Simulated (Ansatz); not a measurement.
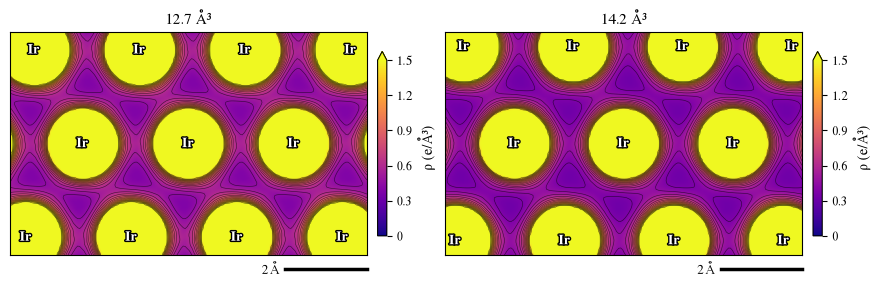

Ir. The valence electron density of cells scaled evenly to different volumes (given per atom above each panel), on the (100) plane of each (indices in the axes of the cell below), at one length scale and on one colour scale.

Computed without spin polarisation; PAW files of the earlier set (soft_1).

Method: DFT LDA, scalar-relativistic, plane waves, PAW (Ansatz 0.2.0).

The density is the valence pseudo-density of a PAW calculation; it isn't the true density close to the nuclei.

The largest cell:

```yaml
crystal:
  lattice:
    - [0.00000, 1.97229, 1.82575]
    - [1.97229, 0.00000, 1.82575]
    - [1.97229, 1.97229, 0.00000]
  atoms:
    - { symbol: Ir, position: [0.00000, 0.00000, 0.00000] }
```

| volume (Å³/atom) | Ir–Ir contact in the plane (Å) | ρ at its midpoint (e/Å³) | pressure (GPa) | 
| --- | --- | --- | --- |
| 12.73 | 2.591 | 0.556 | 43.3 | 
| 13.10 | 2.616 | ? | ? | 
| 14.20 | 2.688 | 0.468 | −8.5 | 

Estimate the missing row, and compare with the calculation.

Answer. Over the known rows ln ρ falls by 1.78 per Å of Ir–Ir distance (the line through the two), which gives 0.532 e/Å³ at 2.616 Å; the calculation gives 0.531 e/Å³. For the pressure, a straight line in volume between the neighbouring rows gives 30.3 GPa; the calculation gives 27.1, lower because pressure rises ever faster on compression.
